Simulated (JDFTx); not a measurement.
# Geometry relaxation, with input and output: Zr (part 1 of 2)

System: Zr (P6₃/mmc, 2 atoms in the cell).
Method: Kohn-Sham DFT of a periodic cell, PBE with D3(BJ), PseudoDojo-SR-PBE-0.5-standard, no spin polarisation (JDFTx 1.7.0 (patched build)).

The structure derives from an entry of the Crystallography Open Database.

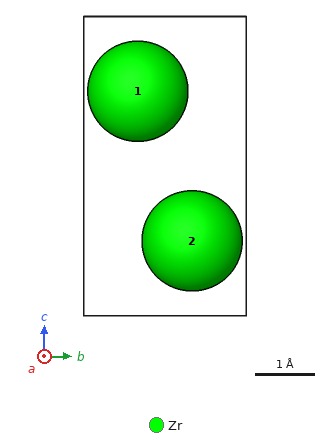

*The starting structure (spheres-only view of the cell of the calculation, along the a axis; atoms are numbered from 1 in the order of the input).*

## Input
```
lattice Hexagonal 6.1075948348 9.7264203634
coords-type Lattice
ion Zr     0.6666666667     0.3333333333     0.7500000000 1
ion Zr     0.3333333333     0.6666666667     0.2500000000 1

ion-species pseudo/Zr.upf
elec-cutoff 33 264
elec-ex-corr gga-PBE
van-der-waals D3BJ
kpoint-folding 9 9 5
elec-smearing Fermi 0.0018374661
elec-n-bands 18
electronic-SCF nIterations 100 energyDiffThreshold 1e-09
electronic-minimize nIterations 30 energyDiffThreshold 1e-7
forces-output-coords Cartesian
lattice-minimize nIterations 40 energyDiffThreshold 1e-6

dump-name run.$VAR
dump End Ecomponents EigStats BandEigs Kpoints Forces Stress
```

Hardware: 1 thread of AMD EPYC (Zen 5), 64 GiB of memory available, shared host.

Launched with:
```bash
jdftx -c 1 -i Zr.in -o Zr.out
```

## Output
```
*************** JDFTx 1.7.0 (patched build) ***************

Input parsed successfully to the following command list (including defaults):
[... the input with its defaults ...]

---------- Setting up symmetries ----------

Found 24 point-group symmetries of the bravais lattice
Found 24 space-group symmetries with basis
Applied RMS atom displacement 3.52622e-10 bohrs to make symmetries exact.

---------- Initializing the Grid ----------
R =
[      6.10759      -3.0538            0  ]
[            0      5.28933            0  ]
[            0            0      9.72642  ]
unit cell volume = 314.213
G =
[    1.02875   0.593949         -0  ]
[          0     1.1879          0  ]
[          0         -0   0.645992  ]
Minimum fftbox size, Smin = [  48  48  72  ]
Chosen fftbox size, S = [  48  48  72  ]

---------- Initializing tighter grid for wavefunction operations ----------
R =
[      6.10759      -3.0538            0  ]
[            0      5.28933            0  ]
[            0            0      9.72642  ]
unit cell volume = 314.213
G =
[    1.02875   0.593949         -0  ]
[          0     1.1879          0  ]
[          0         -0   0.645992  ]
Minimum fftbox size, Smin = [  32  32  52  ]
Chosen fftbox size, S = [  32  32  54  ]

---------- Exchange Correlation functional ----------
Initalized PBE GGA exchange.
Initalized PBE GGA correlation.

---------- Setting up pseudopotentials ----------
Width of ionic core gaussian charges (only for fluid interactions / plotting) set to 0

Reading pseudopotential file 'pseudo/Zr.upf':
  'Zr' pseudopotential, 'PBE' functional
  Generated using ONCVPSP code by D. R. Hamann
  12 valence electrons, 4 orbitals, 6 projectors, 1001 radial grid points, with lMax = 2
    4S    l: 0   occupation:  2.0   eigenvalue: -2.003021
    4P    l: 1   occupation:  6.0   eigenvalue: -1.192945
    4D    l: 2   occupation:  2.0   eigenvalue: -0.132262
    5S    l: 0   occupation:  2.0   eigenvalue: -0.163149
  Core radius for overlap checks: 1.48 bohrs.

Initialized 1 species with 2 total atoms.

Folded 1 k-points by 9x9x5 to 405 k-points.

---------- Setting up k-points, bands, fillings ----------
Reduced to 36 k-points under symmetry.
Computing the number of bands and number of electrons
Calculating initial fillings.
nElectrons:  24.000000   nBands: 18   nStates: 36

----- Setting up reduced wavefunction bases (one per k-point) -----
average nbasis = 2844.190 , ideal nbasis = 2845.044

Initializing DFT-D3(BJ) calculator:
	Parameters set for gga-PBE functional
	s6:  1.000  s8:  0.787
	a1:  0.429  a2:  4.441
	Per-atom parameters loaded for:
	Zr:  sqrtQ[a0]:  7.434  Rcov[a0]:  2.627  CN: [ 0.00 1.94 3.91 ]

---------- Setting up ewald sum ----------
Optimum gaussian width for ewald sums = 2.416275 bohr.
Real space sum over 1521 unit cells with max indices [  6  6  4  ]
Reciprocal space sum over 2057 terms with max indices [  5  5  8  ]

Computing DFT-D3 correction:
# coordination-number Zr 11.558 11.558
# diagonal-C6 Zr 458.69 458.69
EvdW_6 =   -0.018909
EvdW_8 =   -0.019931

---------- Allocating electronic variables ----------
Initializing wave functions:  linear combination of atomic orbitals
Zr pseudo-atom occupations:   s ( 2 2 )  p ( 6 )  d ( 2 )
	FillingsUpdate:  mu: +0.547244655  nElectrons: 24.000000
LCAOMinimize: Iter:   0  F: -94.7173348495937120  |grad|_K:  1.280e-04  alpha:  1.000e+00
	FillingsUpdate:  mu: +0.546618383  nElectrons: 24.000000
LCAOMinimize: Iter:   1  F: -94.7174489195035392  |grad|_K:  5.497e-06  alpha:  8.778e-01  linmin: -4.201e-04  cgtest:  1.275e-02
	FillingsUpdate:  mu: +0.546614538  nElectrons: 24.000000
LCAOMinimize: Iter:   2  F: -94.7174491050166125  |grad|_K:  7.635e-07  alpha:  7.734e-01  linmin: -1.542e-04  cgtest: -5.550e-04
	FillingsUpdate:  mu: +0.546615658  nElectrons: 24.000000
LCAOMinimize: Iter:   3  F: -94.7174491091654005  |grad|_K:  3.569e-08  alpha:  8.959e-01  linmin: -2.224e-03  cgtest:  1.091e-02
LCAOMinimize: Converged (|Delta F|<1.000000e-06 for 2 iters).

--------- Lattice Minimization ---------

Computing DFT-D3 correction:
# coordination-number Zr 11.558 11.558
# diagonal-C6 Zr 458.69 458.69
EvdW_6 =   -0.018909
EvdW_8 =   -0.019931

-------- Electronic minimization -----------
Will mix electronic density at each iteration.
	FillingsUpdate:  mu: +0.546615658  nElectrons: 24.000000
	FillingsUpdate:  mu: +0.532153293  nElectrons: 24.000000
SCF: Cycle:  0   F: -94.773959645233646   dF: -5.651e-02   |Residual|: 8.048e-02   |deigs|: 1.187e-02
	FillingsUpdate:  mu: +0.525134634  nElectrons: 24.000000
SCF: Cycle:  1   F: -94.778603955237273   dF: -4.644e-03   |Residual|: 4.339e-02   |deigs|: 1.488e-02
	FillingsUpdate:  mu: +0.518500538  nElectrons: 24.000000
SCF: Cycle:  2   F: -94.780328642167476   dF: -1.725e-03   |Residual|: 1.293e-02   |deigs|: 1.495e-02
	FillingsUpdate:  mu: +0.520823062  nElectrons: 24.000000
SCF: Cycle:  3   F: -94.780315057784122   dF: +1.358e-05   |Residual|: 1.034e-02   |deigs|: 5.747e-03
	FillingsUpdate:  mu: +0.519411592  nElectrons: 24.000000
SCF: Cycle:  4   F: -94.780412473337236   dF: -9.742e-05   |Residual|: 6.563e-04   |deigs|: 3.191e-03
	FillingsUpdate:  mu: +0.519435308  nElectrons: 24.000000
SCF: Cycle:  5   F: -94.780414029338786   dF: -1.556e-06   |Residual|: 2.383e-04   |deigs|: 3.093e-05
	FillingsUpdate:  mu: +0.519511293  nElectrons: 24.000000
SCF: Cycle:  6   F: -94.780414564088346   dF: -5.347e-07   |Residual|: 5.321e-04   |deigs|: 1.770e-04
	FillingsUpdate:  mu: +0.519450555  nElectrons: 24.000000
SCF: Cycle:  7   F: -94.780415049488312   dF: -4.854e-07   |Residual|: 7.544e-05   |deigs|: 1.359e-04
	FillingsUpdate:  mu: +0.519446218  nElectrons: 24.000000
SCF: Cycle:  8   F: -94.780415142625742   dF: -9.314e-08   |Residual|: 6.077e-05   |deigs|: 1.004e-05
	FillingsUpdate:  mu: +0.519443519  nElectrons: 24.000000
SCF: Cycle:  9   F: -94.780415201084637   dF: -5.846e-08   |Residual|: 1.917e-05   |deigs|: 6.117e-06
	FillingsUpdate:  mu: +0.519444816  nElectrons: 24.000000
SCF: Cycle: 10   F: -94.780415227371350   dF: -2.629e-08   |Residual|: 1.119e-05   |deigs|: 3.909e-06
	FillingsUpdate:  mu: +0.519445416  nElectrons: 24.000000
SCF: Cycle: 11   F: -94.780415236964018   dF: -9.593e-09   |Residual|: 1.172e-05   |deigs|: 4.885e-06
	FillingsUpdate:  mu: +0.519446549  nElectrons: 24.000000
SCF: Cycle: 12   F: -94.780415241291848   dF: -4.328e-09   |Residual|: 3.253e-06   |deigs|: 5.121e-06
	FillingsUpdate:  mu: +0.519446671  nElectrons: 24.000000
SCF: Cycle: 13   F: -94.780415242653447   dF: -1.362e-09   |Residual|: 3.313e-06   |deigs|: 1.468e-06
	FillingsUpdate:  mu: +0.519447320  nElectrons: 24.000000
SCF: Cycle: 14   F: -94.780415243516174   dF: -8.627e-10   |Residual|: 1.883e-06   |deigs|: 2.152e-06
	FillingsUpdate:  mu: +0.519446858  nElectrons: 24.000000
SCF: Cycle: 15   F: -94.780415243820059   dF: -3.039e-10   |Residual|: 1.873e-06   |deigs|: 2.136e-06
SCF: Converged (|Delta E|<1.000000e-09 for 2 iters).

Setting wave functions to eigenvectors of Hamiltonian

Computing DFT-D3 correction:
# coordination-number Zr 11.558 11.558
# diagonal-C6 Zr 458.69 458.69
EvdW_6 =   -0.018909
EvdW_8 =   -0.019931
# Lattice vectors:
R =
[      6.10759      -3.0538            0  ]
[            0      5.28933            0  ]
[            0            0      9.72642  ]
unit cell volume = 314.213

# Strain tensor in Cartesian coordinates:
[            0            0            0  ]
[            0            0            0  ]
[            0            0            0  ]

# Stress tensor in Cartesian coordinates [Eh/a0^3]:
[  0.000119552            0            0  ]
[            0  0.000119552            0  ]
[            0            0  8.98887e-05  ]

# Ionic positions in lattice coordinates:
ion Zr   0.666666666666667   0.333333333333333   0.750000000000000 1
ion Zr   0.333333333333333   0.666666666666667   0.250000000000000 1

# Forces in Cartesian coordinates:
force Zr   0.000000000000000   0.000000000000000   0.000000000000000 1
force Zr   0.000000000000000   0.000000000000000   0.000000000000000 1

# Energy components:
   Eewald =      -77.0686902982228901
       EH =       13.6929795918561350
     Eloc =      -57.3199631771501643
      Enl =       10.6069647634725293
     EvdW =       -0.0388399839212301
      Exc =      -20.0283154421141987
 Exc_core =        6.5005637591231249
       KE =       28.8754817787355975
-------------------------------------
     Etot =      -94.7798190082210965
       TS =        0.0005962355989679
-------------------------------------
        F =      -94.7804152438200589

LatticeMinimize: Iter:   0  F: -94.780415243820059  |grad|_K:  8.850e-03

#--- Lowdin population analysis ---
# oxidation-state Zr +0.068 +0.068

Computing DFT-D3 correction:
# coordination-number Zr 11.574 11.574
# diagonal-C6 Zr 458.69 458.69
EvdW_6 =   -0.018952
EvdW_8 =   -0.019978

-------- Electronic minimization -----------
Will mix electronic density at each iteration.
	FillingsUpdate:  mu: +0.519446858  nElectrons: 24.000000
	FillingsUpdate:  mu: +0.520759979  nElectrons: 24.000000
SCF: Cycle:  0   F: -94.780490910437791   dF: -5.440e-06   |Residual|: 2.081e-04   |deigs|: 3.047e-06
	FillingsUpdate:  mu: +0.520765512  nElectrons: 24.000000
SCF: Cycle:  1   F: -94.780491056152727   dF: -1.457e-07   |Residual|: 1.476e-04   |deigs|: 9.423e-06
	FillingsUpdate:  mu: +0.520779091  nElectrons: 24.000000
SCF: Cycle:  2   F: -94.780491103308464   dF: -4.716e-08   |Residual|: 4.274e-05   |deigs|: 2.783e-05
	FillingsUpdate:  mu: +0.520783254  nElectrons: 24.000000
SCF: Cycle:  3   F: -94.780491113807386   dF: -1.050e-08   |Residual|: 1.202e-05   |deigs|: 8.161e-06
	FillingsUpdate:  mu: +0.520782623  nElectrons: 24.000000
SCF: Cycle:  4   F: -94.780491118149627   dF: -4.342e-09   |Residual|: 6.874e-06   |deigs|: 2.426e-06
	FillingsUpdate:  mu: +0.520783218  nElectrons: 24.000000
SCF: Cycle:  5   F: -94.780491119475187   dF: -1.326e-09   |Residual|: 3.962e-06   |deigs|: 1.812e-06
	FillingsUpdate:  mu: +0.520783790  nElectrons: 24.000000
SCF: Cycle:  6   F: -94.780491119976674   dF: -5.015e-10   |Residual|: 1.741e-06   |deigs|: 1.897e-06
	FillingsUpdate:  mu: +0.520784074  nElectrons: 24.000000
SCF: Cycle:  7   F: -94.780491120169671   dF: -1.930e-10   |Residual|: 6.123e-07   |deigs|: 9.388e-07
SCF: Converged (|Delta E|<1.000000e-09 for 2 iters).

Setting wave functions to eigenvectors of Hamiltonian

Computing DFT-D3 correction:
# coordination-number Zr 11.574 11.574
# diagonal-C6 Zr 458.69 458.69
EvdW_6 =   -0.018952
EvdW_8 =   -0.019978
LatticeMinimize: 	Wolfe criterion not satisfied: alpha: 1  (E-E0)/|gdotd0|: -0.968761  gdotd/gdotd0: 0.937105 (taking cubic step)

Computing DFT-D3 correction:
# coordination-number Zr 11.605 11.605
# diagonal-C6 Zr 458.69 458.69
EvdW_6 =   -0.019040
EvdW_8 =   -0.020073

-------- Electronic minimization -----------
Will mix electronic density at each iteration.
	FillingsUpdate:  mu: +0.520784074  nElectrons: 24.000000
	FillingsUpdate:  mu: +0.523418640  nElectrons: 24.000000
SCF: Cycle:  0   F: -94.780627785471509   dF: -2.231e-05   |Residual|: 4.781e-04   |deigs|: 3.333e-06
	FillingsUpdate:  mu: +0.523437532  nElectrons: 24.000000
SCF: Cycle:  1   F: -94.780628054047426   dF: -2.686e-07   |Residual|: 2.913e-04   |deigs|: 3.660e-05
	FillingsUpdate:  mu: +0.523467536  nElectrons: 24.000000
SCF: Cycle:  2   F: -94.780628129377220   dF: -7.533e-08   |Residual|: 4.057e-05   |deigs|: 5.870e-05
	FillingsUpdate:  mu: +0.523463812  nElectrons: 24.000000
SCF: Cycle:  3   F: -94.780628150901109   dF: -2.152e-08   |Residual|: 2.098e-05   |deigs|: 7.580e-06
	FillingsUpdate:  mu: +0.523465356  nElectrons: 24.000000
SCF: Cycle:  4   F: -94.780628159971570   dF: -9.070e-09   |Residual|: 5.552e-06   |deigs|: 3.560e-06
	FillingsUpdate:  mu: +0.523465734  nElectrons: 24.000000
SCF: Cycle:  5   F: -94.780628163210039   dF: -3.238e-09   |Residual|: 7.103e-06   |deigs|: 1.562e-06
	FillingsUpdate:  mu: +0.523466338  nElectrons: 24.000000
SCF: Cycle:  6   F: -94.780628164735035   dF: -1.525e-09   |Residual|: 4.573e-06   |deigs|: 1.900e-06
	FillingsUpdate:  mu: +0.523467051  nElectrons: 24.000000
SCF: Cycle:  7   F: -94.780628165396422   dF: -6.614e-10   |Residual|: 8.392e-07   |deigs|: 2.165e-06
	FillingsUpdate:  mu: +0.523467169  nElectrons: 24.000000
SCF: Cycle:  8   F: -94.780628165617173   dF: -2.208e-10   |Residual|: 6.653e-07   |deigs|: 8.732e-07
SCF: Converged (|Delta E|<1.000000e-09 for 2 iters).

Setting wave functions to eigenvectors of Hamiltonian

Computing DFT-D3 correction:
# coordination-number Zr 11.605 11.605
# diagonal-C6 Zr 458.69 458.69
EvdW_6 =   -0.019040
EvdW_8 =   -0.020073
# Lattice vectors:
R =
[      6.09271     -3.04636            0  ]
[            0      5.27644            0  ]
[            0            0       9.7086  ]
unit cell volume = 312.11

# Strain tensor in Cartesian coordinates:
[  -0.00243698            0            0  ]
[            0  -0.00243698            0  ]
[            0            0  -0.00183256  ]

# Stress tensor in Cartesian coordinates [Eh/a0^3]:
[   9.9072e-05            0            0  ]
[            0   9.9072e-05            0  ]
[            0            0  6.95401e-05  ]

# Ionic positions in lattice coordinates:
ion Zr   0.666666666666667   0.333333333333333   0.750000000000000 1
ion Zr   0.333333333333333   0.666666666666667   0.250000000000000 1

# Forces in Cartesian coordinates:
force Zr   0.000000000000000   0.000000000000000   0.000000000000000 1
force Zr   0.000000000000000   0.000000000000000   0.000000000000000 1

# Energy components:
   Eewald =      -77.2416994968303783
       EH =       13.6252998943635166
     Eloc =      -57.0902245807359279
      Enl =       10.6072960933356075
     EvdW =       -0.0391134347297823
      Exc =      -20.0343322186469841
 Exc_core =        6.5005636393502169
       KE =       28.8921830119730956
-------------------------------------
     Etot =      -94.7800270919206582
       TS =        0.0006010736965118
-------------------------------------
        F =      -94.7806281656171734

LatticeMinimize: Iter:   1  F: -94.780628165617173  |grad|_K:  7.181e-03  alpha:  3.000e+00  linmin: -9.996e-01

#--- Lowdin population analysis ---
# oxidation-state Zr +0.067 +0.067

Computing DFT-D3 correction:
# coordination-number Zr 11.793 11.793
# diagonal-C6 Zr 458.69 458.69
EvdW_6 =   -0.019593
EvdW_8 =   -0.020675

-------- Electronic minimization -----------
Will mix electronic density at each iteration.
	FillingsUpdate:  mu: +0.523467169  nElectrons: 24.000000
	FillingsUpdate:  mu: +0.540067255  nElectrons: 24.000000
SCF: Cycle:  0   F: -94.781024355153889   dF: -8.749e-04   |Residual|: 3.164e-03   |deigs|: 1.020e-04
	FillingsUpdate:  mu: +0.540186893  nElectrons: 24.000000
SCF: Cycle:  1   F: -94.781032394800661   dF: -8.040e-06   |Residual|: 1.890e-03   |deigs|: 2.333e-04
	FillingsUpdate:  mu: +0.540361029  nElectrons: 24.000000
SCF: Cycle:  2   F: -94.781034092775172   dF: -1.698e-06   |Residual|: 2.096e-04   |deigs|: 3.381e-04
	FillingsUpdate:  mu: +0.540341377  nElectrons: 24.000000
SCF: Cycle:  3   F: -94.781034565234123   dF: -4.725e-07   |Residual|: 1.120e-04   |deigs|: 3.979e-05
	FillingsUpdate:  mu: +0.540349327  nElectrons: 24.000000
SCF: Cycle:  4   F: -94.781034752591282   dF: -1.874e-07   |Residual|: 2.096e-05   |deigs|: 1.630e-05
	FillingsUpdate:  mu: +0.540349994  nElectrons: 24.000000
SCF: Cycle:  5   F: -94.781034835478593   dF: -8.289e-08   |Residual|: 2.553e-05   |deigs|: 1.725e-06
	FillingsUpdate:  mu: +0.540353779  nElectrons: 24.000000
SCF: Cycle:  6   F: -94.781034880598241   dF: -4.512e-08   |Residual|: 7.836e-06   |deigs|: 8.152e-06
	FillingsUpdate:  mu: +0.540355124  nElectrons: 24.000000
SCF: Cycle:  7   F: -94.781034897144835   dF: -1.655e-08   |Residual|: 2.952e-06   |deigs|: 2.883e-06
	FillingsUpdate:  mu: +0.540355601  nElectrons: 24.000000
SCF: Cycle:  8   F: -94.781034908798716   dF: -1.165e-08   |Residual|: 4.901e-06   |deigs|: 2.627e-06
	FillingsUpdate:  mu: +0.540356184  nElectrons: 24.000000
SCF: Cycle:  9   F: -94.781034911976519   dF: -3.178e-09   |Residual|: 2.604e-06   |deigs|: 1.817e-06
	FillingsUpdate:  mu: +0.540356256  nElectrons: 24.000000
SCF: Cycle: 10   F: -94.781034914044724   dF: -2.068e-09   |Residual|: 4.492e-06   |deigs|: 2.908e-06
	FillingsUpdate:  mu: +0.540356595  nElectrons: 24.000000
SCF: Cycle: 11   F: -94.781034914560365   dF: -5.156e-10   |Residual|: 2.372e-06   |deigs|: 1.859e-06
	FillingsUpdate:  mu: +0.540356834  nElectrons: 24.000000
SCF: Cycle: 12   F: -94.781034914878063   dF: -3.177e-10   |Residual|: 1.363e-06   |deigs|: 2.743e-06
SCF: Converged (|Delta E|<1.000000e-09 for 2 iters).

Setting wave functions to eigenvectors of Hamiltonian

Computing DFT-D3 correction:
# coordination-number Zr 11.793 11.793
# diagonal-C6 Zr 458.69 458.69
EvdW_6 =   -0.019593
EvdW_8 =   -0.020675
# Lattice vectors:
R =
[      6.03012     -3.01506            0  ]
[            0      5.22223            0  ]
[            0            0      9.63915  ]
unit cell volume = 303.544

# Strain tensor in Cartesian coordinates:
[   -0.0126855            0            0  ]
[            0   -0.0126855            0  ]
[            0            0  -0.00897202  ]

# Stress tensor in Cartesian coordinates [Eh/a0^3]:
[  8.64258e-06            0            0  ]
[            0  8.64258e-06            0  ]
[            0            0 -1.78916e-05  ]
```
